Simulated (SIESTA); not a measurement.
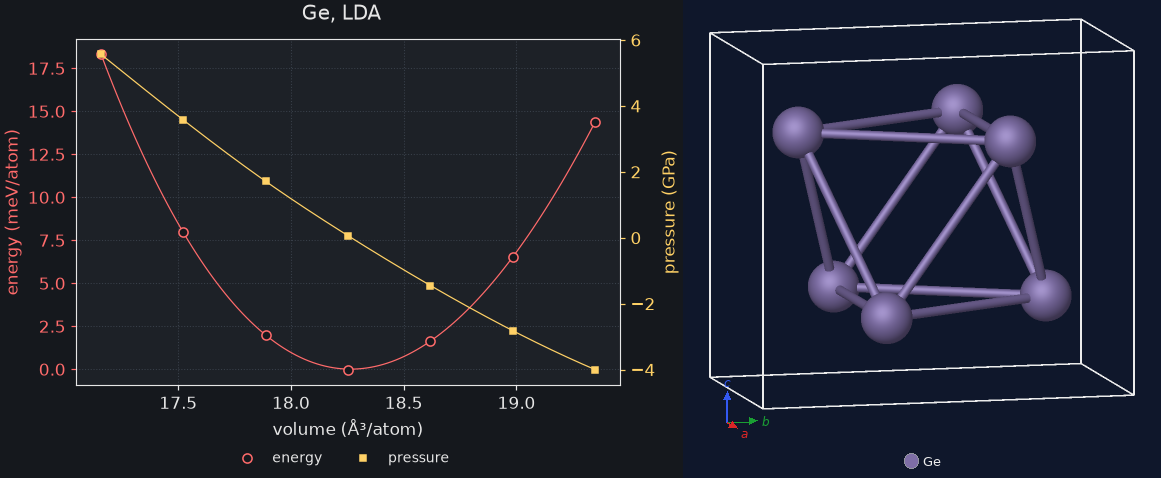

The picture above shows the energy and pressure against volume for Ge, space group Cmcm (No. 63). The conventional cell is drawn beside the plot.

Cell as given: a = 2.991 Å, b = 2.991 Å, c = 4.728 Å, α = 90.00°, β = 90.00°, γ = 120.33°; 2 atoms.

How it was computed, with SIESTA 5.4.2: DFT in numerical atomic orbitals with pseudopotentials, no spin polarisation; energies at scaled volumes of the given cell, shape and fractions fixed, counted from the fit's minimum, third-order Birch-Murnaghan fit. Level: LDA.

```csv
setting,value
k mesh,10×10×6
occupations,Fermi–Dirac
smearing width,0.05 eV
potentials,"PseudoDojo 0.4 standard, converted to PSML, two zetas on semicore shells"
program settings,"basis DZP, mesh cutoff 800 Ry"
```

What equilibrium volume and bulk modulus follow from the curve?

A third-order Birch–Murnaghan fit gives V0 = 18.27 Å³/atom, B0 = 78.8 GPa and B′ = 4.0.

What does the pressure do across the range?

It falls from 5.56 GPa at volume 17.16 Å³/atom to −4.00 GPa at 19.35 Å³/atom, and changes sign near 18.27 Å³/atom.

Limits of the calculation: mulliken charges of long orbitals; shape and atomic fractions are frozen while scaling, which makes layered, chain and framework solids too stiff.

The computed values:

```
volume (Å³/atom)  energy (meV/atom)  pressure (GPa)
           17.16              18.30            5.56
           17.52               7.96            3.57
           17.89               1.98            1.71
           18.25              -0.02            0.06
           18.62               1.63           -1.45
           18.98               6.54           -2.82
           19.35              14.36           -4.00
```
